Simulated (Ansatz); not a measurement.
# LiNbO3: geometry relaxation (part 3 of 3)

LiNbO3 (10 atoms in the cell); DFT PBE, scalar-relativistic, plane waves, PAW, no spin polarisation (Ansatz 0.2.0); cutoff 420 eV, 6×6×6 k-mesh, Gaussian smearing of 0.02 eV. The structure derives from an entry of the Crystallography Open Database.

Geometry of the input (Å; fractional positions):
```
2.5758  1.4871  4.6230
-2.5758  1.4871  4.6230
0.0000  -2.9743  4.6230
Li 0.2815  0.2815  0.2815
Li 0.7815  0.7815  0.7815
Nb 0.0001  0.0001  0.0001
Nb 0.5001  0.5001  0.5001
O  0.1123  0.3584  0.7196
O  0.7196  0.1123  0.3584
O  0.3584  0.7196  0.1123
O  0.2196  0.8584  0.6123
O  0.8584  0.6123  0.2196
O  0.6123  0.2196  0.8584
```

### Output, continued
```
--- Relaxed structure (8 steps of the walk, 8 accepted, 2 SCFs on fresh bases) ---
  F+E_penalty+E_count = -12929.48098982 eV   max|allowed force component| = 3.195e-3 eV/Å   (the final SCF, on the basis selected at the relaxed cell)
  cell:  # Å, volume = 108.9526 Å³
    - [2.5947509083355826, 1.4980801354075746, 4.671492368725332]
    - [-2.5947509083355826, 1.4980801354075746, 4.671492368725332]
    - [2.2434830910759165e-18, -2.996160270815149, 4.671492368725332]
  atoms:
    - { symbol: Li, position: [0.28160053152956127, 0.28160053152956127, 0.28160053152956127] }
    - { symbol: Li, position: [0.7816005315295612, 0.7816005315295612, 0.7816005315295612] }
    - { symbol: Nb, position: [0.0004548845624481448, 0.00045488456244814466, 0.0004548845624481448] }
    - { symbol: Nb, position: [0.5004548845624481, 0.5004548845624481, 0.5004548845624481] }
    - { symbol: O, position: [0.11044357404887528, 0.3581703421602492, 0.7211456676988663] }
    - { symbol: O, position: [0.7211456676988661, 0.11044357404887534, 0.35817034216024923] }
    - { symbol: O, position: [0.35817034216024923, 0.7211456676988661, 0.11044357404887534] }
    - { symbol: O, position: [0.22114566769886634, 0.8581703421602492, 0.6104435740488754] }
    - { symbol: O, position: [0.858170342160249, 0.6104435740488752, 0.22114566769886607] }
    - { symbol: O, position: [0.6104435740488752, 0.22114566769886623, 0.8581703421602492] }
```

### Trajectory as extended XYZ (Å, eV, eV/Å), 10 frames, from step=1 to step=10
```
10
Lattice="2.5758 1.4871 4.6230 -2.5758 1.4871 4.6230 0.0000 -2.9743 4.6230" Properties=species:S:1:pos:R:3:forces:R:3 step=1 energy=-12929.44334 pressure_GPa=4.64
Li    0.0000    0.0000    3.9041    0.0000   0.0000   0.0048
Li    0.0000    0.0000   10.8386    0.0000   0.0000   0.0048
Nb    0.0000    0.0000    0.0008    0.0000   0.0000  -0.0873
Nb    0.0000    0.0000    6.9353    0.0000   0.0000  -0.0873
O    -0.6338   -1.4403    5.5026   -0.1883   0.0734   0.0275
O     1.5642    0.1713    5.5026    0.0306  -0.1998   0.0275
O    -0.9305    1.2690    5.5026    0.1578   0.1264   0.0275
O    -1.6453   -0.2181    7.8141   -0.1578   0.1264   0.0275
O     0.6338    1.5340    7.8141    0.1883   0.0734   0.0275
O     1.0116   -1.3158    7.8141   -0.0306  -0.1998   0.0275
10
Lattice="2.5912 1.4960 4.6627 -2.5912 1.4960 4.6627 0.0000 -2.9921 4.6627" Properties=species:S:1:pos:R:3:forces:R:3 step=2 energy=-12929.46898 pressure_GPa=0.03
Li    0.0000    0.0000    3.9480    0.0000   0.0000  -0.0255
Li    0.0000    0.0000   10.9420    0.0000   0.0000  -0.0255
Nb    0.0000    0.0000   -0.0043    0.0000   0.0000   0.1230
Nb    0.0000    0.0000    6.9898    0.0000   0.0000   0.1230
O    -0.6460   -1.4557    5.5481    0.0221  -0.0313  -0.0325
O     1.5836    0.1684    5.5481    0.0160   0.0348  -0.0325
O    -0.9377    1.2872    5.5481   -0.0381  -0.0035  -0.0325
O    -1.6536   -0.2088    7.8794    0.0381  -0.0035  -0.0325
O     0.6460    1.5364    7.8794   -0.0221  -0.0313  -0.0325
O     1.0076   -1.3276    7.8794   -0.0160   0.0348  -0.0325
10
Lattice="2.5916 1.4962 4.6676 -2.5916 1.4962 4.6676 0.0000 -2.9925 4.6676" Properties=species:S:1:pos:R:3:forces:R:3 step=3 energy=-12929.46932 pressure_GPa=-0.03
Li    0.0000    0.0000    3.9473    0.0000   0.0000  -0.0089
Li    0.0000    0.0000   10.9487    0.0000   0.0000  -0.0089
Nb    0.0000    0.0000   -0.0004    0.0000   0.0000   0.0894
Nb    0.0000    0.0000    7.0010    0.0000   0.0000   0.0894
O    -0.6432   -1.4544    5.5542    0.0089  -0.0463  -0.0269
O     1.5812    0.1702    5.5542    0.0356   0.0308  -0.0269
O    -0.9379    1.2843    5.5542   -0.0445   0.0155  -0.0269
O    -1.6536   -0.2120    7.8880    0.0445   0.0155  -0.0269
O     0.6432    1.5381    7.8880   -0.0089  -0.0463  -0.0269
O     1.0104   -1.3261    7.8880   -0.0356   0.0308  -0.0269
10
Lattice="2.5940 1.4976 4.6664 -2.5940 1.4976 4.6664 0.0000 -2.9952 4.6664" Properties=species:S:1:pos:R:3:forces:R:3 step=4 energy=-12929.46934 pressure_GPa=-0.04
Li    0.0000    0.0000    3.9414    0.0000   0.0000   0.0017
Li    0.0000    0.0000   10.9411    0.0000   0.0000   0.0017
Nb    0.0000    0.0000    0.0037    0.0000   0.0000   0.0386
Nb    0.0000    0.0000    7.0033    0.0000   0.0000   0.0386
O    -0.6416   -1.4567    5.5531   -0.0024  -0.0252  -0.0134
O     1.5823    0.1727    5.5531    0.0230   0.0105  -0.0134
O    -0.9407    1.2840    5.5531   -0.0206   0.0147  -0.0134
O    -1.6532   -0.2136    7.8863    0.0206   0.0147  -0.0134
O     0.6416    1.5386    7.8863    0.0024  -0.0252  -0.0134
O     1.0116   -1.3249    7.8863   -0.0230   0.0105  -0.0134
10
Lattice="2.5941 1.4977 4.6684 -2.5941 1.4977 4.6684 0.0000 -2.9954 4.6684" Properties=species:S:1:pos:R:3:forces:R:3 step=5 energy=-12929.46930 pressure_GPa=-0.01
Li    0.0000    0.0000    3.9426    0.0000   0.0000   0.0027
Li    0.0000    0.0000   10.9452    0.0000   0.0000   0.0027
Nb    0.0000    0.0000    0.0051    0.0000   0.0000   0.0130
Nb    0.0000    0.0000    7.0077    0.0000   0.0000   0.0130
O    -0.6419   -1.4580    5.5552   -0.0055  -0.0027  -0.0052
O     1.5836    0.1731    5.5552    0.0051  -0.0034  -0.0052
O    -0.9417    1.2849    5.5552    0.0004   0.0061  -0.0052
O    -1.6524   -0.2128    7.8894   -0.0004   0.0061  -0.0052
O     0.6419    1.5374    7.8894    0.0055  -0.0027  -0.0052
O     1.0105   -1.3246    7.8894   -0.0051  -0.0034  -0.0052
10
Lattice="2.5941 1.4977 4.6687 -2.5941 1.4977 4.6687 0.0000 -2.9954 4.6687" Properties=species:S:1:pos:R:3:forces:R:3 step=6 energy=-12929.46933 pressure_GPa=-0.05
Li    0.0000    0.0000    3.9455    0.0000   0.0000  -0.0006
Li    0.0000    0.0000   10.9485    0.0000   0.0000  -0.0006
Nb    0.0000    0.0000    0.0062    0.0000   0.0000   0.0002
Nb    0.0000    0.0000    7.0092    0.0000   0.0000   0.0002
O    -0.6430   -1.4576    5.5542   -0.0001  -0.0037   0.0001
O     1.5838    0.1720    5.5542    0.0033   0.0018   0.0001
O    -0.9409    1.2856    5.5542   -0.0032   0.0019   0.0001
O    -1.6532   -0.2121    7.8886    0.0032   0.0019   0.0001
O     0.6430    1.5378    7.8886    0.0001  -0.0037   0.0001
O     1.0103   -1.3257    7.8886   -0.0033   0.0018   0.0001
10
Lattice="2.5935 1.4974 4.6690 -2.5935 1.4974 4.6690 0.0000 -2.9948 4.6690" Properties=species:S:1:pos:R:3:forces:R:3 step=7 energy=-12929.46949 pressure_GPa=-0.00
Li    0.0000    0.0000    3.9457    0.0000   0.0000  -0.0009
Li    0.0000    0.0000   10.9493    0.0000   0.0000  -0.0009
Nb    0.0000    0.0000    0.0059    0.0000   0.0000   0.0001
Nb    0.0000    0.0000    7.0094    0.0000   0.0000   0.0001
O    -0.6432   -1.4575    5.5547   -0.0010   0.0003   0.0003
O     1.5839    0.1717    5.5547    0.0002  -0.0010   0.0003
O    -0.9406    1.2858    5.5547    0.0007   0.0007   0.0003
O    -1.6529   -0.2116    7.8892   -0.0007   0.0007   0.0003
O     0.6432    1.5372    7.8892    0.0010   0.0003   0.0003
O     1.0097   -1.3257    7.8892   -0.0002  -0.0010   0.0003
10
Lattice="2.5935 1.4974 4.6690 -2.5935 1.4974 4.6690 0.0000 -2.9948 4.6690" Properties=species:S:1:pos:R:3:forces:R:3 step=8 energy=-12929.48078 pressure_GPa=0.18
Li    0.0000    0.0000    3.9457    0.0000   0.0000  -0.0010
Li    0.0000    0.0000   10.9493    0.0000   0.0000  -0.0010
Nb    0.0000    0.0000    0.0059    0.0000   0.0000  -0.0003
Nb    0.0000    0.0000    7.0094    0.0000   0.0000  -0.0003
O    -0.6432   -1.4575    5.5547   -0.0010   0.0008   0.0004
O     1.5839    0.1717    5.5547   -0.0002  -0.0013   0.0004
O    -0.9406    1.2858    5.5547    0.0012   0.0005   0.0004
O    -1.6529   -0.2116    7.8892   -0.0012   0.0005   0.0004
O     0.6432    1.5372    7.8892    0.0010   0.0008   0.0004
O     1.0097   -1.3257    7.8892    0.0002  -0.0013   0.0004
10
Lattice="2.5948 1.4981 4.6715 -2.5948 1.4981 4.6715 0.0000 -2.9962 4.6715" Properties=species:S:1:pos:R:3:forces:R:3 step=9 energy=-12929.48024 pressure_GPa=-0.01
Li    0.0000    0.0000    3.9465    0.0000   0.0000   0.0015
Li    0.0000    0.0000   10.9537    0.0000   0.0000   0.0015
Nb    0.0000    0.0000    0.0064    0.0000   0.0000   0.0019
Nb    0.0000    0.0000    7.0136    0.0000   0.0000   0.0019
O    -0.6428   -1.4586    5.5580    0.0029  -0.0014  -0.0011
O     1.5846    0.1727    5.5580   -0.0002   0.0032  -0.0011
O    -0.9418    1.2860    5.5580   -0.0027  -0.0018  -0.0011
O    -1.6529   -0.2121    7.8937    0.0027  -0.0018  -0.0011
O     0.6428    1.5375    7.8937   -0.0029  -0.0014  -0.0011
O     1.0101   -1.3254    7.8937    0.0002   0.0032  -0.0011
10
Lattice="2.5948 1.4981 4.6715 -2.5948 1.4981 4.6715 0.0000 -2.9962 4.6715" Properties=species:S:1:pos:R:3:forces:R:3 step=10 energy=-12929.48099 pressure_GPa=-0.01
Li    0.0000    0.0000    3.9465    0.0000   0.0000   0.0015
Li    0.0000    0.0000   10.9537    0.0000   0.0000   0.0015
Nb    0.0000    0.0000    0.0064    0.0000   0.0000   0.0018
Nb    0.0000    0.0000    7.0136    0.0000   0.0000   0.0018
O    -0.6428   -1.4586    5.5580    0.0029  -0.0014  -0.0011
O     1.5846    0.1727    5.5580   -0.0003   0.0032  -0.0011
O    -0.9418    1.2860    5.5580   -0.0026  -0.0018  -0.0011
O    -1.6529   -0.2121    7.8937    0.0026  -0.0018  -0.0011
O     0.6428    1.5375    7.8937   -0.0029  -0.0014  -0.0011
O     1.0101   -1.3254    7.8937    0.0003   0.0032  -0.0011
```

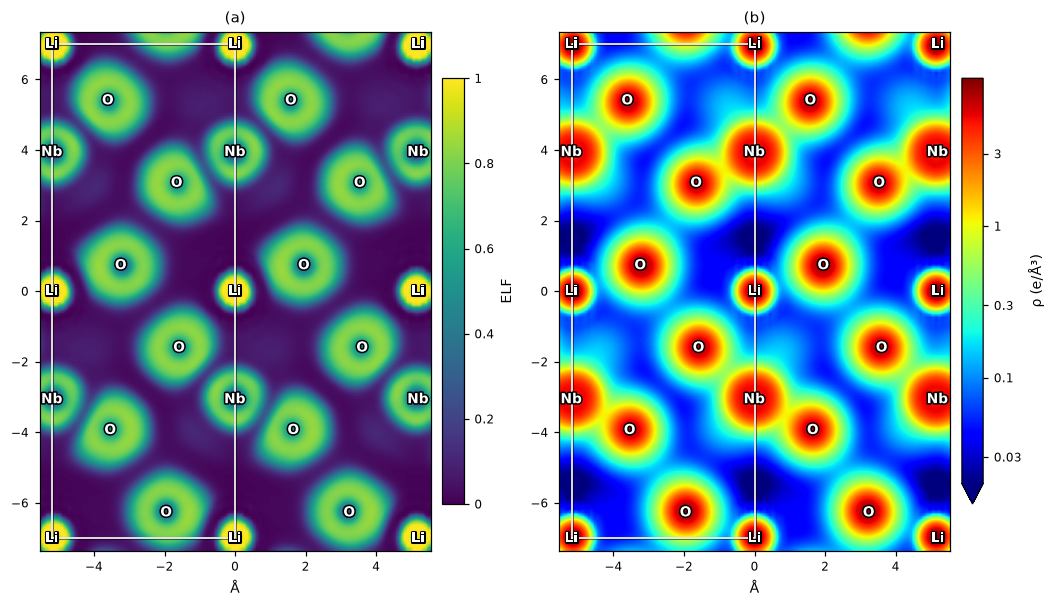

*(a) ELF; (b) valence pseudo-density on the (010) plane of the conventional cell.*

Atoms in the plane: Li, Nb and O. Nb–O (1.88 Å): the density is about 1.2 e/Å³ at the midpoint; the ELF peaks at about 0.80 in the valence shell of O, 0.5 Å from its nucleus, and drops to about 0.30 between the two atoms. Li–O (2.08 Å): the density is about 0.26 e/Å³ at the midpoint; the ELF is about 0.55 at the midpoint. Nb–O (2.16 Å): the density is about 0.57 e/Å³ at the midpoint; the ELF peaks at about 0.85 in the valence shell of O, 0.6 Å from its nucleus, and drops to about 0.15 between the two atoms. Away from the nuclei the density in this plane falls to 0.02 e/Å³ at its lowest. The strong features right at Li and Nb lie inside the PAW spheres (semicore, d or f shells) and say nothing about bonding. The fields are those of the smooth PAW valence density.

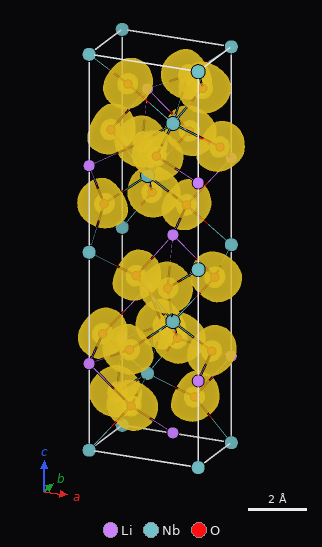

*Isosurface of the electron localisation function at 0.7 (yellow), seen slightly off an axis. Core shells and regions of very low density are left out. Sticks mark near contacts. The outline is the cell set on symmetry axes.*

Along the contacts the grid gives the following. Nb–O (1.88 Å): the ELF peaks at about 0.80 in the valence shell of O, 0.5 Å from its nucleus, and drops to about 0.30 between the two atoms. Li–O (2.08 Å): the ELF is about 0.55 at the midpoint.

### Results in brief

- outcome: converged
- space group (tolerance 0.01 Å): R3c (161)
- electrons treated: 68
- free energy: −12929.4810 eV
- Fermi energy: 8.716 eV
- gap on the k-point mesh: 3.57 eV
- pressure: −0.01 GPa
- final volume: 108.95 Å³
- largest force (length of the vector) at the end: 0.003 eV/Å
- final cell: a = 5.550 Å, b = 5.550 Å, c = 5.550 Å, α = 55.75°, β = 55.75°, γ = 55.75°
- hardware: 8 threads of Arm Neoverse V1, 24 GiB of memory available, shared host
- wall time: 26 s (CPU time 3.2 min)
- peak memory: 0.59 GiB
